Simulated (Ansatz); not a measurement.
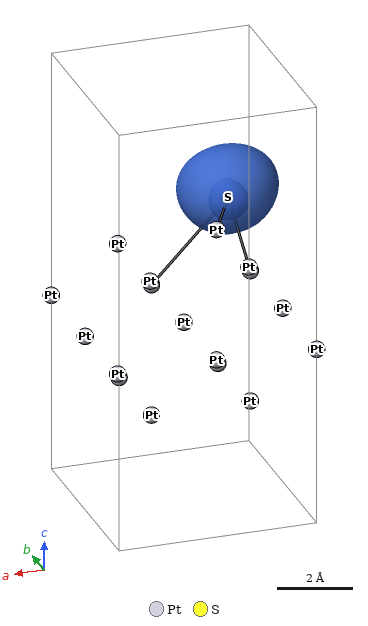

Figure. Pt12S (slab). Isosurface of the ELF at 0.65 (blue), seen at an oblique angle. Only the valence region is drawn (cores and ρ < 0.01 e/Å³ removed). Sticks mark near contacts.

A point of a scan over the structure, not its minimum; not relaxed (largest force 0.9 eV/Å); PAW files of the earlier set (soft_1).

Level of theory: Ansatz, DFT PBE, scalar-relativistic, plane waves, PAW.

Identify the bonds, lone pairs and shells in this picture.

Answer. The ELF exceeds this value in one region wrapped around S (its valence shell), counted in one cell of 13 atoms. Counts are for one cell; the picture repeats the cell along the surface.

Values along the shortest contacts:
Pt–S (2.13 Å): the ELF peaks at about 0.80 in the valence shell of S, 0.7 Å from its nucleus, and is about 0.45 at the midpoint.
